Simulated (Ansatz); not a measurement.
Geometry relaxation, with input and output: Sc

- system: Sc (1 atom in the cell)
- method: DFT PBE, scalar-relativistic, plane waves, PAW, no spin polarisation (Ansatz 0.2.0)

The structure derives from a Materials Project entry. Figures and captions count atoms from 1; the log counts them from 0 in places.

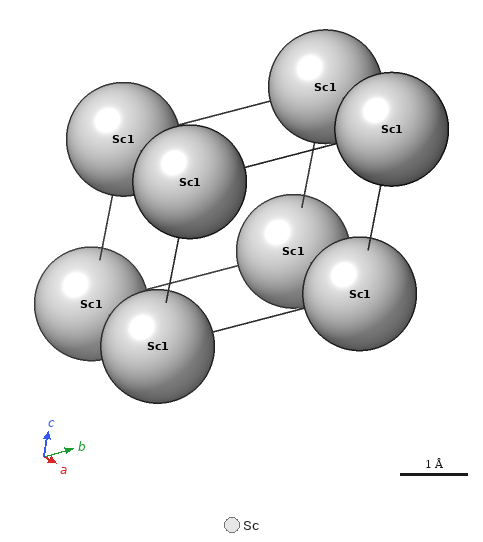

*The structure as given in the input (spheres-only view of the cell of the calculation, seen slightly off an axis; atoms are numbered from 1 in the order of the input).*

## Input
```yaml
crystal:
  lattice:
    - [3.2019616822, 0.0, 0.0]
    - [1.5021078373, 2.8441406042, 0.0]
    - [1.5489936237, 0.926446803, 2.6741812389]
  atoms:
    - { symbol: Sc, position: [0.0, 0.0, 0.0] }
basis:
  ecutwfc: 420
kpoints:
  mp_grid: { grid: [14, 14, 14] }
hamiltonian:
  xc: pbe
scf:
  occupations: { method: gaussian, width: 0.1 }
output:
  forces: true
  stress: true
  eigenvalues: true
  write_density: true
  write_potential: true
  elf: true
  volumetric_format: npy
relax:
  adjacent_minimum: "off"
  f_tol: 0.02
  max_steps: 70
  cell: { stress_tol: 0.1 }
```

Run as:
```bash
ansatz run input.yaml --threads 2 --pin off --max-ram 5120MiB --backend cpu --events-out ev --progress --plain --runs-dir out
```

## Output
```
Engine: ansatz 0.2.0, aarch64-unknown-linux-gnu
Pseudopotentials: kind: paw
Pseudopotential: Sc, paw, valence charge 11, recommended cutoff 420 eV (normal), Sc.paw.azcp
Functional definition: PBE
  parameter kappa = 0.804
  parameter beta = 0.06672455060314922
  exchange = pbe_x(kappa = kappa, mu = beta*pi^2/3)
  correlation = pbe_c(beta = beta)
Crystal: 1 atoms, lattice volume = 24.353 Å³
Basis set: ecut = 420 eV, 499 PW (Γ), exchange–correlation on 48×48×48 points (8 copies of the dense FFT grid, shifted against one another)
Bands: 10, of which v1, the nominal top of the filled ones, is band 6 counted from 1 (5 counted from 0)
Symmetry: 2 space group operations
Space group: P-1 (ITA 2), of the structure as read, at distance tolerance 2.9e-5 Å
k-points: 1376 of 2744
Non-local potential: Sc, projectors of the file, l = 0: 3, l = 1: 2, l = 2: 3, l = 3: 1
PAW form: soft (Blöchl's): semilocal exchange-correlation on the pseudo side does not see the compensation charge
PAW one-centre angular grid: Sc, 590 points (default); XC on 64 Gauss nodes
Initial density: superposition of atomic densities (neutral atoms: chi_scale 0, normalization atom), corrected by the library's trained network
Initial wavefunctions: pseudopotential atomic-orbital guess
Functional: x = pbe(κ = 0.804, μ = 0.2195149727645171), c = pbe(β = 0.06672455060314922)
SCF iter   1: F=—  HF=-2135.760789 eV  |F-HF|=—  |Δ(HF+E_count)|=         —  Δρ=7.66e-4  dr2=6.67e-5  ethr=1.77e-3  ⟨swp⟩=4.1  Hψ=70149  notcnv=0
preconditioner: auto → none  [metal: Δε(μ)=0.003 eV  Ē_g=3.914 eV  σ=0.100 eV  W_gap=0.02  n_scr=6 (ndim 8)  ℏωp=13.0 eV  f_vac=0.000  D(μ)=1.82/eV (n_scr^D=14)  sad-step TF]
SCF iter   2: F=—  HF=-2135.760494 eV  |F-HF|=—  |Δ(HF+E_count)|=   2.95e-4  Δρ=4.75e-4  dr2=3.12e-5  ethr=6.07e-7  ⟨swp⟩=2.0  Hψ=30750  notcnv=0
SCF iter   3: F=—  HF=-2135.760519 eV  |F-HF|=—  |Δ(HF+E_count)|=   2.57e-5  Δρ=2.46e-4  dr2=1.84e-5  ethr=2.84e-7  ⟨swp⟩=2.0  Hψ=19708  notcnv=0
SCF iter   4: F=—  HF=-2135.760513 eV  |F-HF|=—  |Δ(HF+E_count)|=   6.12e-6  Δρ=6.05e-5  dr2=9.66e-7  ethr=1.68e-7  ⟨swp⟩=2.5  Hψ=20708  notcnv=0
iter 5 did not close the SCF: its close was put off for the readings that it lacked (scf_convergence_deferred on its scf_iter line)
SCF iter   5: F=-2135.760513 eV  HF=-2135.760513 eV  |F-HF|=1.59e-8  |Δ(HF+E_count)|=   1.72e-7  Δρ=1.72e-5  dr2=5.31e-8  ethr=8.78e-9  ⟨swp⟩=2.1  Hψ=17442  notcnv=0
SCF iter   6: F=-2135.760513 eV  HF=-2135.760513 eV  |F-HF|=5.91e-12  |Δ(HF+E_count)|=   5.06e-9  Δρ=4.88e-7  dr2=3.55e-11  ethr=4.82e-10  ⟨swp⟩=4.5  Hψ=63369  notcnv=0
SCF 1 converged in 6 iterations: F = -2135.760513 eV  dr2 = 3.55e-11
  greatest PAW one-centre occupation: 0.998 electrons in one spin orbital (limit 2), on the Sc atom at site 0 (counted from 0), in its partial waves of l = 0
relax step   1: F+E_penalty+E_count = -2135.76051318 eV  Δ(F+E_penalty+E_count) = +0.000e0 eV  max|allowed force component| = 0.000e0 eV/Å  Δτ_max = 0.0000 Å  P = +0.671 GPa  Ω = 24.353 Å³  (6 SCF iters, accepted)
Crystal: 1 atoms, lattice volume = 24.688 Å³
Basis set: ecut = 420 eV, 519 PW (Γ), exchange–correlation on 48×48×48 points (8 copies of the dense FFT grid, shifted against one another)
Initial density: handed on by an earlier stage of this run
Initial wavefunctions: those handed on with the density
iter 1 solved again at ethr=7.89e-7 eV; its pass at ethr=3.10e-3 eV (dr2=8.68e-5 eV) is discarded
SCF iter   1: F=—  HF=-2135.765314 eV  |F-HF|=—  |Δ(HF+E_count)|=         —  Δρ=8.24e-4  dr2=7.72e-5  ethr=7.89e-7  ⟨swp⟩=2.3  Hψ=101690  notcnv=0
preconditioner: auto → none  [metal: Δε(μ)=0.006 eV  Ē_g=3.865 eV  σ=0.100 eV  W_gap=0.03  n_scr=8 (ndim 8)  ℏωp=12.9 eV  f_vac=0.000  D(μ)=1.83/eV (n_scr^D=14)]
SCF iter   2: F=—  HF=-2135.765344 eV  |F-HF|=—  |Δ(HF+E_count)|=   3.02e-5  Δρ=4.24e-4  dr2=2.01e-5  ethr=7.02e-7  ⟨swp⟩=1.0  Hψ=13760  notcnv=0
SCF iter   3: F=-2135.765357 eV  HF=-2135.765357 eV  |F-HF|=3.64e-10  |Δ(HF+E_count)|=   1.27e-5  Δρ=1.83e-5  dr2=4.88e-8  ethr=9.09e-10  ⟨swp⟩=5.5  Hψ=74024  notcnv=0
SCF 2 converged in 3 iterations: F = -2135.765357 eV  dr2 = 4.88e-8
relax step   2: F+E_penalty+E_count = -2135.76535712 eV  Δ(F+E_penalty+E_count) = -4.844e-3 eV  max|allowed force component| = 0.000e0 eV/Å  Δτ_max = 0.0000 Å  P = -0.087 GPa  Ω = 24.688 Å³  energy of the carried Pulay correction = -4.940e-5 eV  (3 SCF iters, dr2 threshold 1.00e-7 eV, accepted)
Crystal: 1 atoms, lattice volume = 24.598 Å³
Basis set: ecut = 420 eV, 531 PW (Γ), exchange–correlation on 48×48×48 points (8 copies of the dense FFT grid, shifted against one another)
iter 1 solved again at ethr=2.31e-7 eV; its pass at ethr=3.10e-3 eV (dr2=2.54e-5 eV) is discarded
SCF iter   1: F=—  HF=-2135.765986 eV  |F-HF|=—  |Δ(HF+E_count)|=         —  Δρ=4.67e-4  dr2=2.74e-5  ethr=2.31e-7  ⟨swp⟩=3.0  Hψ=99337  notcnv=0
preconditioner: auto → none  [metal: Δε(μ)=0.002 eV  Ē_g=3.875 eV  σ=0.100 eV  W_gap=0.01  n_scr=8 (ndim 8)  ℏωp=13.0 eV  f_vac=0.000  D(μ)=1.81/eV (n_scr^D=14)]
SCF iter   2: F=—  HF=-2135.765994 eV  |F-HF|=—  |Δ(HF+E_count)|=   8.37e-6  Δρ=2.37e-4  dr2=6.73e-6  ethr=2.31e-7  ⟨swp⟩=1.0  Hψ=13760  notcnv=0
SCF iter   3: F=-2135.765998 eV  HF=-2135.765998 eV  |F-HF|=4.54e-8  |Δ(HF+E_count)|=   3.42e-6  Δρ=2.03e-5  dr2=8.25e-8  ethr=9.09e-10  ⟨swp⟩=5.4  Hψ=67443  notcnv=0
SCF 3 converged in 3 iterations: F = -2135.765998 eV  dr2 = 8.25e-8
relax step   3: F+E_penalty+E_count = -2135.76599752 eV  Δ(F+E_penalty+E_count) = -6.404e-4 eV  max|allowed force component| = 0.000e0 eV/Å  Δτ_max = 0.0000 Å  P = +0.095 GPa  Ω = 24.598 Å³  energy of the carried Pulay correction = -3.622e-5 eV  (3 SCF iters, dr2 threshold 1.00e-7 eV, accepted)
Crystal: 1 atoms, lattice volume = 24.644 Å³
iter 1 solved again at ethr=6.72e-8 eV; its pass at ethr=3.10e-3 eV (dr2=7.39e-6 eV) is discarded
SCF iter   1: F=—  HF=-2135.766032 eV  |F-HF|=—  |Δ(HF+E_count)|=         —  Δρ=1.52e-4  dr2=4.39e-6  ethr=6.72e-8  ⟨swp⟩=2.0  Hψ=89421  notcnv=0
preconditioner: auto → none  [metal: Δε(μ)=0.030 eV  Ē_g=3.868 eV  σ=0.100 eV  W_gap=0.16  n_scr=8 (ndim 8)  ℏωp=13.0 eV  f_vac=0.000  D(μ)=1.82/eV (n_scr^D=14)]
SCF iter   2: F=—  HF=-2135.766033 eV  |F-HF|=—  |Δ(HF+E_count)|=   1.33e-6  Δρ=7.60e-5  dr2=1.01e-6  ethr=3.99e-8  ⟨swp⟩=1.0  Hψ=13760  notcnv=0
SCF iter   3: F=-2135.766033 eV  HF=-2135.766033 eV  |F-HF|=1.55e-8  |Δ(HF+E_count)|=   1.81e-7  Δρ=9.18e-6  dr2=1.96e-8  ethr=7.49e-10  ⟨swp⟩=5.3  Hψ=64213  notcnv=0
SCF 4 converged in 3 iterations: F = -2135.766033 eV  dr2 = 1.96e-8
relax step   4: F+E_penalty+E_count = -2135.76603347 eV  Δ(F+E_penalty+E_count) = -3.595e-5 eV  max|allowed force component| = 0.000e0 eV/Å  Δτ_max = 0.0000 Å  P = +0.001 GPa  Ω = 24.644 Å³  energy of the carried Pulay correction = -4.292e-5 eV  (3 SCF iters, dr2 threshold 8.24e-8 eV, accepted)
Initial wavefunctions: pseudopotential atomic-orbital guess (no wavefunctions were taken with the density)
iter 1 solved again at ethr=6.07e-8 eV; its pass at ethr=3.10e-3 eV (dr2=6.68e-6 eV) is discarded
SCF iter   1: F=—  HF=-2135.766072 eV  |F-HF|=—  |Δ(HF+E_count)|=         —  Δρ=3.93e-5  dr2=6.05e-8  ethr=6.07e-8  ⟨swp⟩=2.3  Hψ=103370  notcnv=0
SCF iter   2: F=—  HF=-2135.766074 eV  |F-HF|=—  |Δ(HF+E_count)|=   1.58e-6  Δρ=1.89e-5  dr2=1.04e-8  ethr=5.50e-10  ⟨swp⟩=2.4  Hψ=18957  notcnv=0
SCF iter   3: F=—  HF=-2135.766074 eV  |F-HF|=—  |Δ(HF+E_count)|=   3.34e-8  Δρ=4.68e-6  dr2=1.55e-9  ethr=9.47e-11  ⟨swp⟩=2.6  Hψ=21499  notcnv=0
SCF iter   4: F=-2135.766074 eV  HF=-2135.766074 eV  |F-HF|=5.64e-11  |Δ(HF+E_count)|=   1.75e-9  Δρ=7.22e-7  dr2=2.88e-11  ethr=1.00e-12  ⟨swp⟩=3.3  Hψ=56553  notcnv=0
SCF 5 converged in 4 iterations: F = -2135.766074 eV  dr2 = 2.88e-11
relax step   5: F+E_penalty+E_count = -2135.76607369 eV  Δ(F+E_penalty+E_count) = -4.022e-5 eV  max|allowed force component| = 0.000e0 eV/Å  Δτ_max = 0.0000 Å  P = -0.001 GPa  Ω = 24.644 Å³  stress off target by 1.22e-2 GPa  SCF on the basis re-selected at this cell (its energy is not comparable with the rows above)  (4 SCF iters)
```

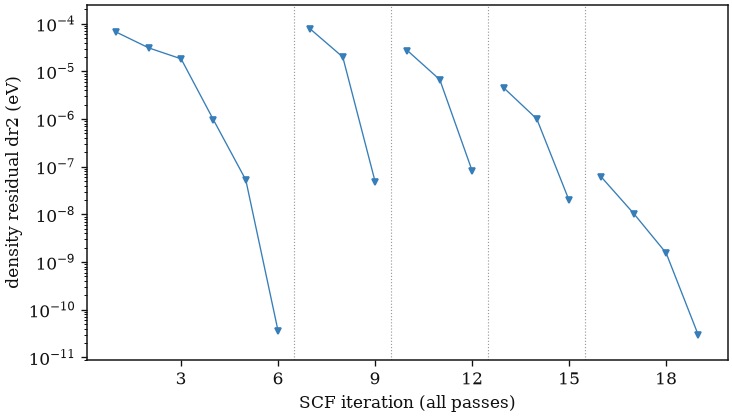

*Convergence of the self-consistent field: density residual dr2 against the SCF iteration. The dotted lines part the SCF passes of the relaxation: geometry steps, rejected trials and re-solves on a re-selected basis.*

The 5 passes take 3 to 6 iterations each, 19 in all.

```
basis re-selected at this cell: Δ(F+E_penalty+E_count) = -4.022e-5 eV, ΔP = -0.001 GPa vs the last step (what re-selecting the basis moved, of the pressure what is left beyond the Pulay correction that the steps carried, after the strain that the cell walked since its last selection, with what the two solves' SCF thresholds leave and, on support functions, any second-order correction that the steps lacked; it is no measure of the basis error at this ecutwfc). This SCF's stress stands 1.22e-2 GPa from its target on what of the cell is left free (relax.cell.stress_tol is 1.00e-1 GPa) and its largest allowed force component is 0.00e0 eV/Å (relax.f_tol is 2.00e-2 eV/Å): within both
SCF converged after 4 iterations
Free energy (F): -2135.766074 eV
Harris-Foulkes:  -2135.766074 eV  (|F-HF|=5.64e-11)
Internal energy: -2135.756978 eV  (E = F + TS)
E sigma→0 (E₀):  -2135.761526 eV
Entropy (-TS):   -0.009095 eV (-9.095 meV/atom)
Fermi energy:    9.317142 eV
--- Per-component energies (eV) ---
  E_band       = -168.349691
  E_kinetic    = 260.379275
  E_local      = -843.367993  (includes V_loc(G=0)·N_el)
  E_nonlocal   = 83.388908
  E_hartree    = 288.052382
  E_xc         = -104.019338
  E_vxc        = -128.732443  (∫ρ·V_xc dr)
  E_paw        = -955.531041  (= ΣΔE_a)
  E_vpaw       = -116.122246  (= ΣTr[D̂ρ^β])
  E_aug_tail   = 0.000011  (compensation charges beyond the density's cutoff)
  E_ewald      = -864.659182
  E_smearing   = -0.009095  (= −TS)
  E_closure    = 0.000000  (closes the sum)
  Σ components = -2135.766074   (vs F -2135.766074, Δ=0.00e0)
--- Forces (eV/Å), atoms counted from 1 ---
  atom   1  Sc     0.00000000     0.00000000     0.00000000
  max |Σ_I F_I| component: 0.00e0 eV/Å
--- Stress (GPa, compression-positive) ---
        0.001571       0.004603      -0.008348
        0.004603      -0.003417      -0.005390
       -0.008348      -0.005390      -0.000182
  P = ⅓ Tr σ = -0.0007 GPa (-0.007 kbar)
--- Band table (eV; the first three rows and the last of 1376) ---
  k-point 0: bands = ["-40.1168", "-18.5297", "-18.5297", "-18.5297", "4.1341", "10.8991", "10.8993", "10.9034", "12.2745", "12.2794"]
  k-point 1: bands = ["-40.1139", "-18.5498", "-18.5323", "-18.5323", "4.2629", "10.8042", "10.9470", "10.9495", "12.2409", "12.2456"]
  k-point 2: bands = ["-40.1057", "-18.6059", "-18.5396", "-18.5395", "4.6387", "10.5503", "11.0565", "11.0592", "12.1832", "12.1871"]
  k-point 1375: bands = ["-40.0577", "-18.9242", "-18.5818", "-18.5814", "7.5560", "9.5401", "10.7896", "10.7944", "13.1662", "13.1682"]
--- Relaxed structure (4 steps of the walk, 4 accepted, 1 SCFs on fresh bases) ---
  F+E_penalty+E_count = -2135.76607369 eV   max|allowed force component| = 0.000e0 eV/Å   (the final SCF, on the basis selected at the relaxed cell)
  cell:  # Å, volume = 24.6437 Å³
    - [3.2655855394217004, 0.05689394765661434, 0.012985451558456132]
    - [1.5824911481516575, 2.8570948726965657, 0.018285964586229067]
    - [1.6070791457842657, 0.9609612506771802, 2.6773939096714647]
  atoms:
    - { symbol: Sc, position: [0.0, 0.0, 0.0] }
```

## Trajectory as extended XYZ (Å, eV, eV/Å), 5 frames, from step=1 to step=5
```
1
Lattice="3.2020 0.0000 0.0000 1.5021 2.8441 0.0000 1.5490 0.9264 2.6742" Properties=species:S:1:pos:R:3:forces:R:3 step=1 energy=-2135.76051 pressure_GPa=0.67
Sc    0.0000    0.0000    0.0000    0.0000   0.0000   0.0000
1
Lattice="3.2479 0.0335 0.0141 1.5534 2.8585 0.0176 1.5926 0.9525 2.6847" Properties=species:S:1:pos:R:3:forces:R:3 step=2 energy=-2135.76536 pressure_GPa=-0.09
Sc    0.0000    0.0000    0.0000    0.0000   0.0000   0.0000
1
Lattice="3.2620 0.0538 0.0181 1.5780 2.8553 0.0236 1.6087 0.9621 2.6791" Properties=species:S:1:pos:R:3:forces:R:3 step=3 energy=-2135.76600 pressure_GPa=0.10
Sc    0.0000    0.0000    0.0000    0.0000   0.0000   0.0000
1
Lattice="3.2656 0.0569 0.0130 1.5825 2.8571 0.0183 1.6071 0.9610 2.6774" Properties=species:S:1:pos:R:3:forces:R:3 step=4 energy=-2135.76603 pressure_GPa=0.00
Sc    0.0000    0.0000    0.0000    0.0000   0.0000   0.0000
1
Lattice="3.2656 0.0569 0.0130 1.5825 2.8571 0.0183 1.6071 0.9610 2.6774" Properties=species:S:1:pos:R:3:forces:R:3 step=5 energy=-2135.76607 pressure_GPa=-0.00
Sc    0.0000    0.0000    0.0000    0.0000   0.0000   0.0000
```

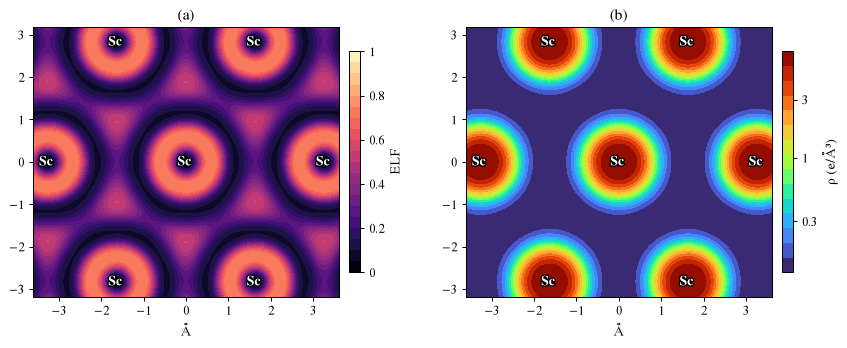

*(a) electron localisation function; (b) valence pseudo-density on the (111) plane of the conventional cell.*

Atoms in the plane: Sc. Sc–Sc (3.27 Å): ρ is about 0.11 e/Å³ halfway; the ELF is about 0.25 at the midpoint; no shared electron pair. Away from the nuclei the density in this plane falls to 0.11 e/Å³ at its lowest. The strong features right at Sc lie inside the PAW spheres (semicore, d or f shells) and say nothing about bonding. Core electrons are frozen (PAW), so the fields are smoothed inside the atomic spheres.

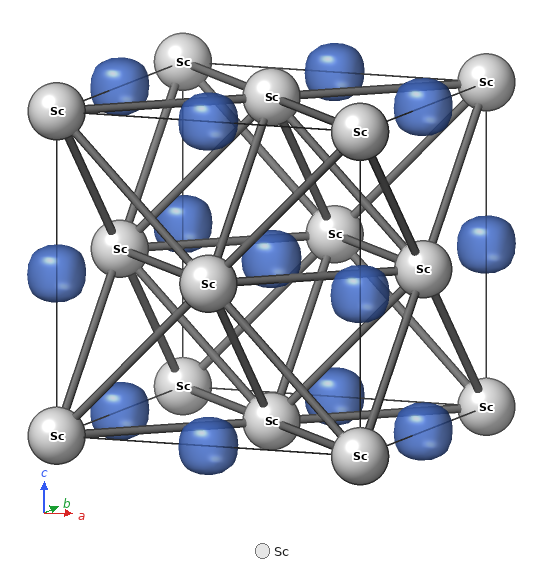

*Isosurface of the ELF at 0.7 (blue), seen at an oblique angle. Only the valence region is drawn (cores and ρ < 0.01 e/Å³ removed). Sticks mark near contacts. The outline is the cell set on symmetry axes.*

Profiles from the grid: Sc–Sc (3.27 Å): the ELF is about 0.25 at the midpoint (no localised pair between them).

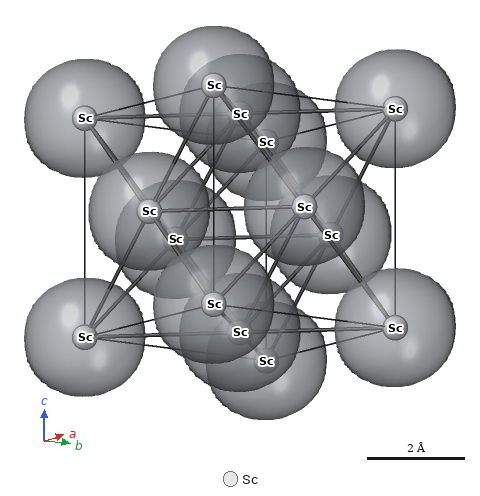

*Isosurface of the valence charge density (pseudo) at 0.15 e/Å³ (grey), seen at an oblique angle. Sticks mark near contacts. The outline is the cell set on symmetry axes.*

At this value the density breaks into separate islands; it holds about 80 % of the electrons treated as valence (semicore included). It is pinched off along the Sc–Sc (3.27 Å) contacts. On the grid the lowest density along these lines, outside the cores, is 0.11 e/Å³ (Sc–Sc, 3.27 Å).

## Results in brief

```json
{"quantity": "outcome", "value": "converged"}
{"quantity": "space group (tolerance 0.01 Å)", "value": "P-1 (2) → Fm-3m (225)"}
{"quantity": "electrons treated", "value": "11"}
{"quantity": "free energy", "value": "−2135.7661 eV"}
{"quantity": "Fermi energy", "value": "9.317 eV"}
{"quantity": "gap on the k-point mesh", "value": "none (metallic)"}
{"quantity": "pressure", "value": "0.00 GPa"}
{"quantity": "final volume", "value": "24.64 Å³"}
{"quantity": "largest force (length of the vector) at the end", "value": "under 0.001 eV/Å"}
{"quantity": "final cell", "value": "a = 3.266 Å, b = 3.266 Å, c = 3.267 Å, α = 59.99°, β = 59.99°, γ = 60.02°"}
{"quantity": "hardware", "value": "2 threads of Arm Neoverse V1, 24 GiB of memory available, shared host"}
{"quantity": "wall time", "value": "56 s (CPU time 1.8 min)"}
{"quantity": "peak memory", "value": "0.74 GiB"}
```
